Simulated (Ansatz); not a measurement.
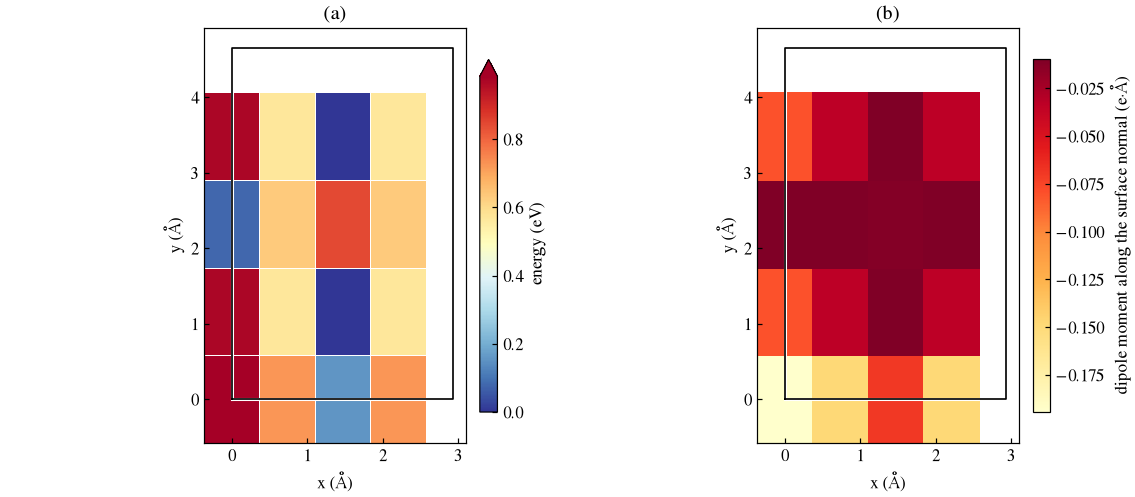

H on a Ti(100) slab cut from the P6_3/mmc phase, its upper half relaxed before the scan (12 atoms of substrate and one adsorbate in a 2 × 1 cell). H is moved over the surface cell; relaxed at each place: the height of the adsorbate's atoms; substrate rigid; the origin of the map has the adsorbate above Ti11. Places are given modulo a cell vector. The map is drawn in real space over the plane of the surface. The scan uses a 4 × 4 grid; 9 points were computed and 7 follow by symmetry. Places are given in fractions of the 1 × 1 surface cell. Energies: eV, counted from the lowest grid point. The relaxed height changes by up to 0.9 Å between neighbouring points. All numbers below come from DFT PBE, scalar-relativistic, plane waves, PAW in Ansatz 0.2.0. Settings: cutoff 420 eV, k-mesh 5×6×1, gaussian smearing 0.1 eV, no spin polarisation.

Panel (a) is the energy; panel (b) is the computed dipole moment along the surface normal, in e·Å.

In the figure: one coloured cell a grid point, the outline of one cell of the plane, one colour for all values above the top of the scale.

### How does the dipole moment along the surface normal vary over the map, and what is it at the lowest grid point?

It runs from −0.19 e·Å at the top site over a surface Ti atom, (0/4, 0/4) of the cell vectors to −0.01 e·Å at the trough between two rows of top atoms, (0/4, 2/4) of the cell vectors. At the lowest grid point, (2/4, 1/4) of the cell vectors [nearest 1 Ti at 1.95 Å], it is −0.01 e·Å.

PAW datasets: the set soft_1.
